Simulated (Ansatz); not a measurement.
Al

Input file:

```
crystal:
  lattice:
    - [0.004953194, 1.981277614, 1.981277614]
    - [1.981277614, 0.004953194, 1.981277614]
    - [1.986230808, 1.986230808, 0.0]
  atoms:
    - { symbol: Al, position: [0.0, 0.0, 0.0] }
basis:
  ecutwfc: 420
kpoints:
  mp_grid: { grid: [26, 26, 26] }
hamiltonian:
  xc: pbesol
  dispersion: d3bj
scf:
  occupations: { method: gaussian, width: 0.15 }
output:
  forces: true
  stress: true
  eigenvalues: true
  write_density: true
  write_potential: true
  elf: true
  volumetric_format: npy
```

Command:

```sh
ansatz run input.yaml --threads 1 --pin off --max-ram 2560MiB --backend cpu --events-out ev --progress --plain --runs-dir out
```

Below, planes, directions and counts refer to the standardised cell (a = 3.96 Å, b = 3.96 Å, c = 3.96 Å, α = 90.00°, β = 90.00°, γ = 89.71°).

Space group Immm; changed on purpose from its base cell (strain +0.0050 x Voigt [0, 0, 0, 0, 0, 1], atoms carried along); computed without spin polarisation.

Method: DFT PBEsol+D3(BJ), scalar-relativistic, plane waves, PAW in Ansatz 0.2.0.

Core electrons are frozen (PAW), and the valence fields are smoothed inside the atomic spheres.

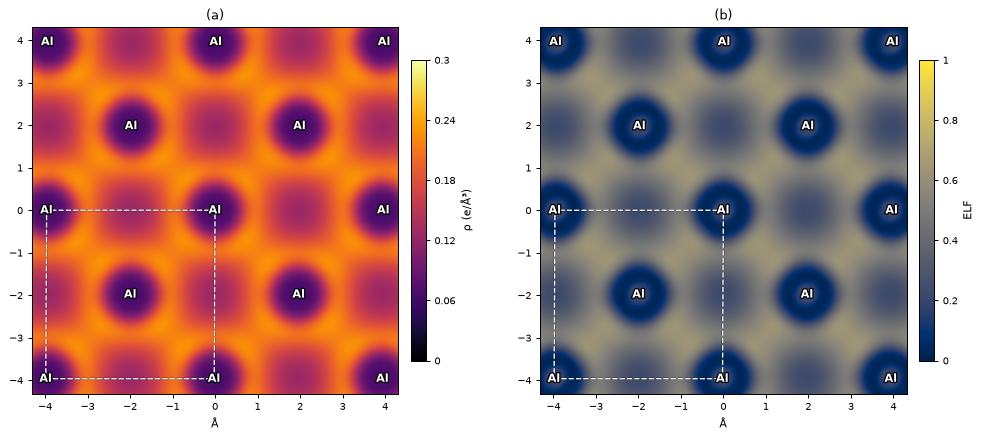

Figure 1. (a) valence pseudo-density; (b) electron localisation function on the (001) plane of the standardised cell.

**What does the map show?**

- Atoms in the plane: Al.
- Al–Al (2.81 Å): the density is about 0.21 e/Å³ at the midpoint; the ELF peaks at about 0.65 between the atoms.
- Between the atoms the lowest density in this plane is 0.13 e/Å³.

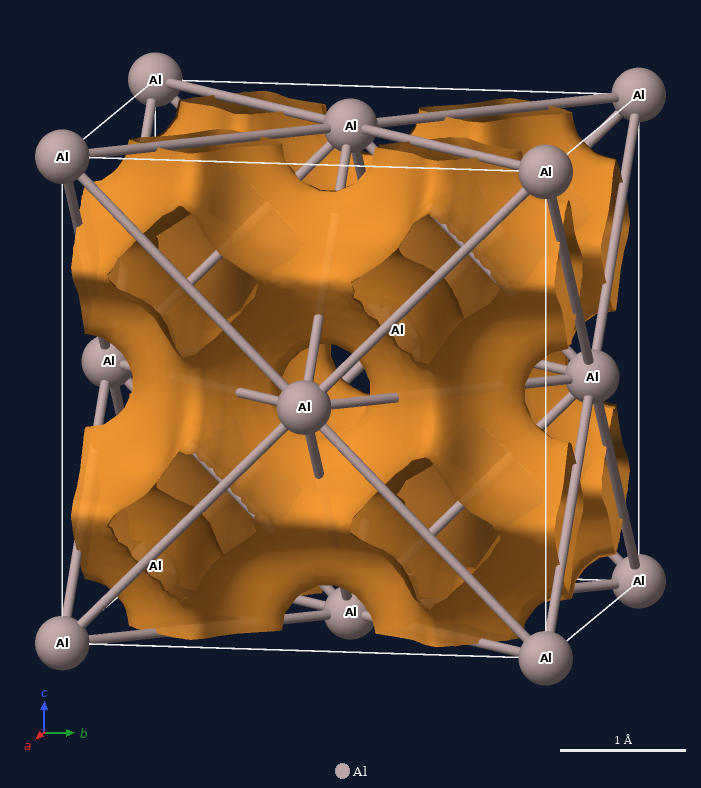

Figure 2. Isosurface of the electron localisation function at 0.55 (orange), seen slightly off an axis. Only the valence region is drawn (cores and ρ < 0.01 e/Å³ removed). Sticks mark near contacts.

**Identify the bonds, lone pairs and shells in this picture.**

The surface consists of one network that runs through the whole crystal, counted in one cell of 4 atoms. Regions shared between cells count once. There are no localised bonds or lone pairs at this value.


Al–Al (2.79 Å): the ELF peaks at about 0.65 between the atoms.

**Does the calculation give a band gap?**

It is metallic or semimetallic at this level of theory: no gap opens.
